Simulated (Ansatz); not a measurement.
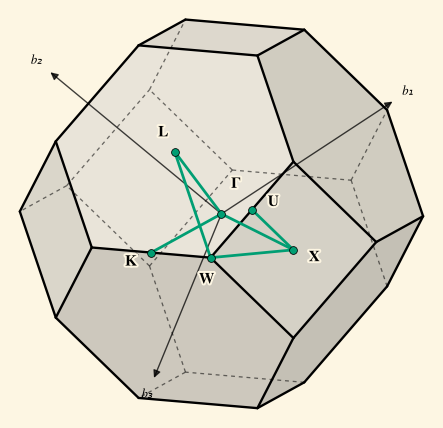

The first Brillouin zone and its special points. Crystal: CdTe, the end point of a relaxation with DFT, HSE06, plane waves, PAW (Ansatz 0.2.0); the starting structure was generated, so it need not be a known form of this composition. All values are computed from the atomic coordinates in the standard setting (tolerance 0.002 Å).

Space group F-43m (No. 216); a = 6.573 Å, b = 6.573 Å, c = 6.573 Å, α = 90.00°, β = 90.00°, γ = 90.00°.

Labels and path follow the convention of Hinuma et al. (2017), as computed by seekpath; the arrows show the directions of the reciprocal primitive vectors b₁, b₂, b₃, in which coordinates are given; lengths include the factor 2π.

Q: List the special points with their coordinates and distances from Γ.

A:
| point | k₁ | k₂ | k₃ | length of k (1/Å) |
| --- | --- | --- | --- | --- |
| Γ | 0 | 0 | 0 | 0.000 |
| X | 1/2 | 0 | 1/2 | 0.956 |
| L | 1/2 | 1/2 | 1/2 | 0.828 |
| W | 1/2 | 1/4 | 3/4 | 1.069 |
| K | 3/8 | 3/8 | 3/4 | 1.014 |
| U | 5/8 | 1/4 | 5/8 | 1.014 |

Q: What is the zone's volume?

A: (2π)³ over the primitive cell's volume of 71.01 Å³: 3.49 Å⁻³.
